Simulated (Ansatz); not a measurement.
TiAl

The calculation's input:

```
crystal:
  lattice:
    - [-3.1713456453, 3.1713456453, 3.1713456453]
    - [3.1713456453, -3.1713456453, 3.1713456453]
    - [3.1713456453, 3.1713456453, -3.1713456453]
  atoms:
    - { symbol: Ti, position: [0.5, 0.5, 0.0] }
    - { symbol: Ti, position: [0.0, 0.0, 0.0] }
    - { symbol: Ti, position: [0.0, 0.5, 0.5] }
    - { symbol: Ti, position: [0.5, 0.0, 0.5] }
    - { symbol: Al, position: [0.5, 0.5, 0.5] }
    - { symbol: Al, position: [0.0, 0.0, 0.5] }
    - { symbol: Al, position: [0.0, 0.5, 0.0] }
    - { symbol: Al, position: [0.5, 0.0, 0.0] }
basis:
  ecutwfc: 500
kpoints:
  mp_grid: { grid: [14, 14, 14] }
hamiltonian:
  xc: r2scan
scf:
  occupations: { method: gaussian, width: 0.15 }
output:
  forces: true
  stress: true
  eigenvalues: true
  write_density: true
  write_potential: true
  elf: true
  volumetric_format: npy
```

Launched as:

```sh
ansatz run input.yaml --threads 2 --pin off --max-ram 5120MiB --backend cpu --events-out ev --progress --plain --runs-dir out
```

Space group Pm-3m; a structure from a database of computed crystals, not necessarily the ambient phase; computed without spin polarisation.

Computed with Ansatz 0.2.0, DFT r2SCAN, scalar-relativistic, plane waves, PAW.

What can the converged valence pseudo-density and electron localisation function tell about the bonding?

Ti–Al (2.75 Å): ρ is about 0.2 e/Å³ halfway; the ELF is about 0.25 at the midpoint (no localised pair shows between them).

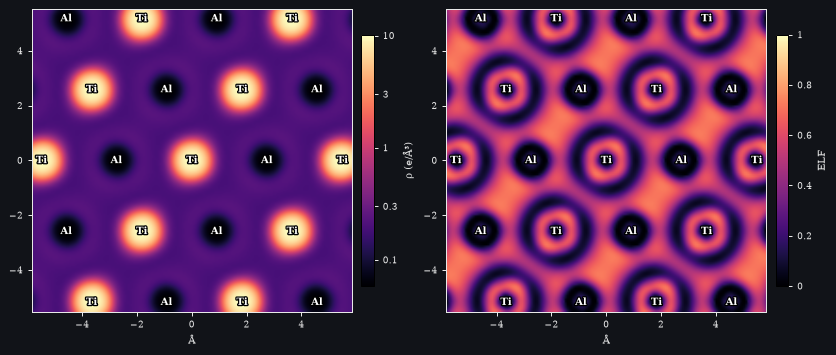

Computed valence pseudo-density and electron localisation function on the (010) plane of the calculation cell, in this order. 
